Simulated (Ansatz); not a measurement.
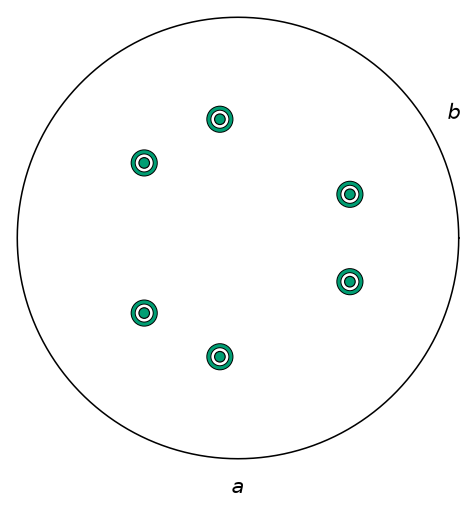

Stereographic projection: filled dots lie in the upper hemisphere, open rings in the lower. The c axis points at the viewer. The poles are all faces of one general form. Computed from the symmetry operations of a computed or model structure of composition WSe2.

Name the crystal class.

-6m2 (D3h), order 12, hexagonal system: one −6 axis, three twofold axes, four mirror planes.

Can such a crystal be piezoelectric, pyroelectric or chiral?

It is not centrosymmetric; not polar, but piezoelectricity is allowed; it is not chiral.
